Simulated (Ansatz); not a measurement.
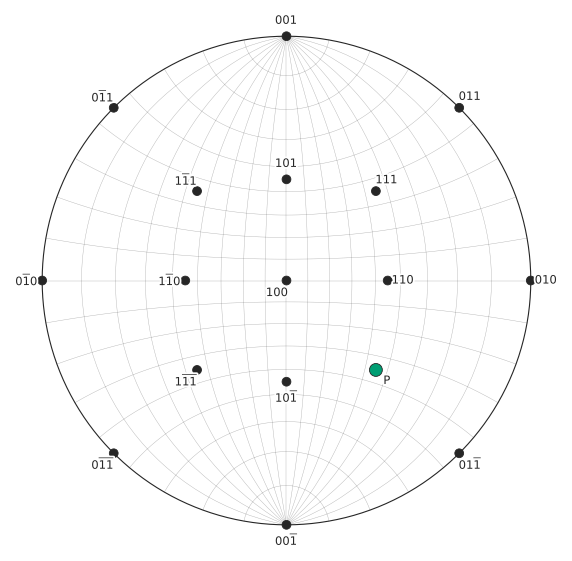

For Nb, the geometry relaxed with DFT, PBEsol, plane waves (420 eV) with PAW, scalar-relativistic in Ansatz 0.2.0; the starting structure was generated, so it need not be a known form of this composition: stereographic projection of plane normals (upper hemisphere) centred on (1 0 0). Geometry calculated from the standardised cell; symmetry tolerance 0.002 Å.

a = 5.813 Å, b = 5.813 Å, c = 5.813 Å, α = 90.00°, β = 90.00°, γ = 90.00°.

> Index the pole marked P.

P is (1 1 −1), 54.7° from the centre.

> What is the angle between the normals of (1 1 1) and (0 1 0), and what are their d_hkl = 1/|g|?

54.7°; d = 3.356 Å and 5.813 Å.
